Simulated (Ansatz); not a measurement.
## What a change does: single-point calculation on SiO₂

System: SiO₂ (P4₂/mnm, 6 atoms in the cell).
Method of the first run: DFT PBE, scalar-relativistic, plane waves, PAW, PAW set soft_1, no spin polarisation (Ansatz 0.2.0).

The structure derives from a Materials Project entry. Text and figures count atoms from 1; the logs count them from 0 in places.

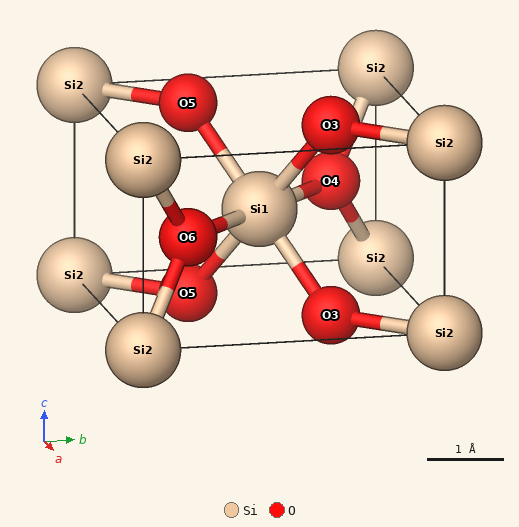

The structure (ball-and-stick view of the cell of the calculation, seen slightly off an axis; atoms are numbered from 1 in the order of the input). An atom can appear more than once, as a periodic image. Near neighbours in the periodic cell (some may lie outside the picture): Si has 6 O at 1.72 to 1.79 Å; O has 3 Si at 1.72 to 1.79 Å.

Input, the first run:
```yaml
crystal:
  lattice:
    - [4.1197438977, 0.0, 0.0]
    - [0.0, 4.1197438977, 0.0]
    - [0.0, 0.0, 2.6160288664]
  atoms:
    - { symbol: Si, position: [0.5, 0.5, 0.5] }
    - { symbol: Si, position: [0.0, 0.0, 0.0] }
    - { symbol: O, position: [0.6930127928, 0.6930127928, 0.0] }
    - { symbol: O, position: [0.1930127928, 0.8069872072, 0.5] }
    - { symbol: O, position: [0.3069872072, 0.3069872072, 0.0] }
    - { symbol: O, position: [0.8069872072, 0.1930127928, 0.5] }
basis:
  ecutwfc: 520.0
kpoints:
  mp_grid: { grid: [6, 6, 10] }
hamiltonian:
  xc: pbe
  pseudopotentials: { kind: paw, azcp: { folder: soft_1 } }
scf:
  occupations: { method: gaussian, width: 0.05 }
output:
  forces: true
  stress: true
  eigenvalues: true
```

Launched with:
```bash
ansatz run input.yaml --threads 2 --pin off --max-ram 4096MiB --backend cpu --events-out ev --progress --plain --runs-dir out
```

Hardware: 2 threads of Arm Neoverse N1, 98 GiB of memory available, shared host.

Output, shortened to warnings, some set-up lines, iterations and results (the first run):
```
Basis set: ecut = 520 eV, 1177 PW (Γ), exchange–correlation on 64×64×40 points (8 copies of the dense FFT grid, shifted against one another)
Symmetry: 16 space group operations
k-points: 60 of 360
Initial density: superposition of atomic densities (chi_scale 0.1, normalization cell, long waves kept (reshape's long-wave potential 0.00 eV rms))
[...]
SCF iter   1: F=—  HF=-3549.143714 eV  |F-HF|=—  |Δ(HF+E_count)|=         —  Δρ=1.60e-1  dr2=8.79e0  ethr=3.10e-3  ⟨swp⟩=6.1  Hψ=7222  notcnv=0
SCF iter   2: F=—  HF=-3546.808736 eV  |F-HF|=—  |Δ(HF+E_count)|=    2.33e0  Δρ=6.47e-2  dr2=6.52e-1  ethr=3.10e-3  ⟨swp⟩=3.9  Hψ=3753  notcnv=0  defer=104
SCF iter   3: F=—  HF=-3546.691161 eV  |F-HF|=—  |Δ(HF+E_count)|=   1.18e-1  Δρ=2.39e-2  dr2=9.12e-2  ethr=2.04e-3  ⟨swp⟩=2.5  Hψ=2584  notcnv=0  defer=104
SCF iter   4: F=—  HF=-3546.722077 eV  |F-HF|=—  |Δ(HF+E_count)|=   3.09e-2  Δρ=2.26e-3  dr2=8.69e-4  ethr=2.85e-4  ⟨swp⟩=2.0  Hψ=1588  notcnv=0  defer=104
SCF iter   5: F=—  HF=-3546.722778 eV  |F-HF|=—  |Δ(HF+E_count)|=   7.01e-4  Δρ=2.95e-4  dr2=9.53e-6  ethr=2.72e-6  ⟨swp⟩=2.4  Hψ=2183  notcnv=0  defer=44
SCF iter   6: F=—  HF=-3546.722813 eV  |F-HF|=—  |Δ(HF+E_count)|=   3.51e-5  Δρ=2.94e-5  dr2=3.50e-7  ethr=2.98e-8  ⟨swp⟩=2.0  Hψ=2187  notcnv=0  defer=44
SCF iter   7: F=-3546.722813 eV  HF=-3546.722813 eV  |F-HF|=1.56e-9  |Δ(HF+E_count)|=   1.10e-7  Δρ=4.33e-6  dr2=4.36e-9  ethr=3.13e-10  ⟨swp⟩=10.1  Hψ=6723  notcnv=0
SCF 1 converged in 7 iterations: F = -3546.722813 eV  dr2 = 4.36e-9
SCF converged after 7 iterations
Free energy (F): -3546.722813 eV
Harris-Foulkes:  -3546.722813 eV  (|F-HF|=1.56e-9)
Internal energy: -3546.722813 eV  (E = F + TS)
E sigma→0 (E₀):  -3546.722813 eV
Fermi energy:    14.586337 eV
--- Per-component energies (eV) ---
  E_band       = 82.817873
  E_kinetic    = 796.661566
  E_local      = -1175.529607  (includes V_loc(G=0)·N_el)
  E_nonlocal   = 252.603704
  E_hartree    = 433.357236
  E_xc         = -407.760263
  E_vxc        = -473.128464  (∫ρ·V_xc dr)
  E_paw        = -1680.234141  (= ΣΔE_a)
  E_vpaw       = -184.503406  (= ΣTr[D̂ρ^β])
  E_aug_tail   = 0.000920  (compensation charges beyond the density's cutoff)
  E_ewald      = -1765.822228
  E_smearing   = -0.000000  (= −TS)
  E_closure    = -0.000000  (closes the sum)
  Σ components = -3546.722813   (vs F -3546.722813, Δ=0.00e0)
--- Forces (eV/Å), atoms counted from 1 ---
  atom   1  Si     0.00000000     0.00000000     0.00000000
  atom   2  Si    -0.00000000     0.00000000     0.00000000
  atom   3  O      0.45581247     0.45581247     0.00000000
  atom   4  O      0.45581247    -0.45581247     0.00000000
  atom   5  O     -0.45581247    -0.45581247     0.00000000
  atom   6  O     -0.45581247     0.45581247     0.00000000
  max |Σ_I F_I| component: 1.11e-16 eV/Å
--- Stress (GPa, compression-positive) ---
       27.383159       0.000000       0.000000
        0.000000      27.383159       0.000000
        0.000000       0.000000      34.500069
  P = ⅓ Tr σ = 29.7555 GPa (297.555 kbar)
```

The input of the second run differs as follows (lines with − go, lines with + come):
```diff
-    - [4.1197438977, 0.0, 0.0]
-    - [0.0, 4.1197438977, 0.0]
-    - [0.0, 0.0, 2.6160288664]
+    - [4.3550670816, 0.0, 0.0]
+    - [0.0, 4.3550670816, 0.0]
+    - [0.0, 0.0, 2.8499558982]
```

What does this change do to the results?

With the same functional and potentials, the second run lies 46.3 meV per atom higher. The gap on the mesh goes from 6.56 to 3.09 eV. The pressure goes from 29.76 to −27.59 GPa. The largest force goes from 0.645 to 0.370 eV/Å. The volume per atom goes from 7.40 to 9.01 Å³. The number of SCF iterations is the same. The plane waves at Γ go from 1177 to 1447. On the same kind of shared host the second run took about 1.5 times as long.

Output, shortened to warnings, some set-up lines, iterations and results (the second run):
```
Basis set: ecut = 520 eV, 1447 PW (Γ), exchange–correlation on 72×72×48 points (8 copies of the dense FFT grid, shifted against one another)
Symmetry: 16 space group operations
k-points: 60 of 360
Initial density: superposition of atomic densities (chi_scale 0.1, normalization cell, long waves kept (reshape's long-wave potential 0.00 eV rms))
[...]
SCF iter   1: F=—  HF=-3548.321578 eV  |F-HF|=—  |Δ(HF+E_count)|=         —  Δρ=1.25e-1  dr2=7.45e0  ethr=3.10e-3  ⟨swp⟩=6.2  Hψ=7023  notcnv=0  defer=2
SCF iter   2: F=—  HF=-3546.668203 eV  |F-HF|=—  |Δ(HF+E_count)|=    1.65e0  Δρ=6.93e-2  dr2=1.10e0  ethr=3.10e-3  ⟨swp⟩=3.1  Hψ=3314  notcnv=0  defer=109
SCF iter   3: F=—  HF=-3546.414011 eV  |F-HF|=—  |Δ(HF+E_count)|=   2.54e-1  Δρ=2.34e-2  dr2=1.01e-1  ethr=3.10e-3  ⟨swp⟩=2.5  Hψ=2641  notcnv=0  defer=109
SCF iter   4: F=—  HF=-3546.444428 eV  |F-HF|=—  |Δ(HF+E_count)|=   3.04e-2  Δρ=9.60e-4  dr2=2.18e-4  ethr=3.16e-4  ⟨swp⟩=3.0  Hψ=2059  notcnv=0  defer=109
SCF iter   5: F=—  HF=-3546.444723 eV  |F-HF|=—  |Δ(HF+E_count)|=   2.95e-4  Δρ=1.77e-4  dr2=5.57e-6  ethr=6.82e-7  ⟨swp⟩=2.0  Hψ=2076  notcnv=0  defer=49
SCF iter   6: F=—  HF=-3546.444805 eV  |F-HF|=—  |Δ(HF+E_count)|=   8.18e-5  Δρ=2.19e-5  dr2=7.05e-8  ethr=3.13e-10  ⟨swp⟩=9.6  Hψ=7974  notcnv=0
SCF iter   7: F=-3546.444805 eV  HF=-3546.444805 eV  |F-HF|=1.18e-10  |Δ(HF+E_count)|=   1.54e-7  Δρ=2.09e-6  dr2=1.62e-9  ethr=2.20e-10  ⟨swp⟩=2.2  Hψ=4698  notcnv=0
SCF 1 converged in 7 iterations: F = -3546.444805 eV  dr2 = 1.62e-9
SCF converged after 7 iterations
Free energy (F): -3546.444805 eV
Harris-Foulkes:  -3546.444805 eV  (|F-HF|=1.18e-10)
Internal energy: -3546.444805 eV  (E = F + TS)
E sigma→0 (E₀):  -3546.444805 eV
Fermi energy:    9.862037 eV
--- Per-component energies (eV) ---
  E_band       = 14.348214
  E_kinetic    = 765.791704
  E_local      = -1297.793192  (includes V_loc(G=0)·N_el)
  E_nonlocal   = 245.901667
  E_hartree    = 470.339798
  E_xc         = -399.580870
  E_vxc        = -462.344597  (∫ρ·V_xc dr)
  E_paw        = -1674.728251  (= ΣΔE_a)
  E_vpaw       = -177.887624  (= ΣTr[D̂ρ^β])
  E_aug_tail   = 0.000856  (compensation charges beyond the density's cutoff)
  E_ewald      = -1656.376518
  E_smearing   = -0.000000  (= −TS)
  E_closure    = -0.000000  (closes the sum)
  Σ components = -3546.444805   (vs F -3546.444805, Δ=0.00e0)
--- Forces (eV/Å), atoms counted from 1 ---
  atom   1  Si     0.00000000    -0.00000000     0.00000000
  atom   2  Si    -0.00000000     0.00000000     0.00000000
  atom   3  O     -0.26150300    -0.26150300     0.00000000
  atom   4  O     -0.26150300     0.26150300     0.00000000
  atom   5  O      0.26150300     0.26150300     0.00000000
  atom   6  O      0.26150300    -0.26150300     0.00000000
  max |Σ_I F_I| component: 1.11e-16 eV/Å
--- Stress (GPa, compression-positive) ---
      -22.117647       0.000000       0.000000
        0.000000     -22.117647       0.000000
        0.000000       0.000000     -38.549540
  P = ⅓ Tr σ = -27.5949 GPa (-275.949 kbar)
```

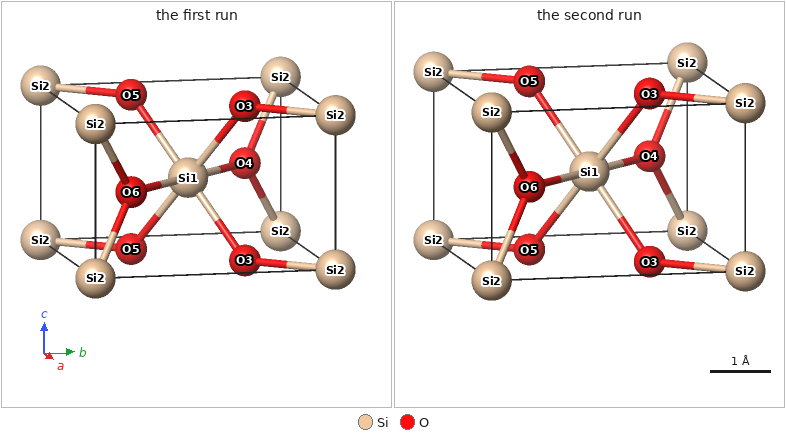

The two input geometries at one scale (ball-and-stick view of the cell of the calculation, seen slightly off an axis). The atoms keep their places relative to the cell (all moves are under 0.005 Å). The volume changes by +21.7 %, with a = b 4.120 → 4.355 Å (+5.7 %), c 2.616 → 2.850 Å (+8.9 %). Among the contacts that change: Si1–O3 1.725 → 1.856 Å, Si1–O4 1.789 → 1.891 Å.

The two runs side by side:

| quantity | the first run | the second run |
| --- | --- | --- |
| outcome | converged | converged |
| free energy per atom (eV) | −591.1205 | −591.0741 |
| gap on the mesh (eV) | 6.56 | 3.09 |
| pressure (GPa) | 29.76 | −27.59 |
| volume per atom (Å³) | 7.40 | 9.01 |
| largest force (eV/Å) | 0.645 | 0.370 |
| SCF iterations | 7 | 7 |
| irreducible k-points | 60 | 60 |
| plane waves at Γ | 1177 | 1447 |
| wall time (shared host) | 4.3 s | 6.3 s |

For the first run: The cell is under a pressure of 30 GPa at this level, so it is not at its equilibrium volume. For the second run: The cell is under a tension of 28 GPa at this level, so it is not at its equilibrium volume.
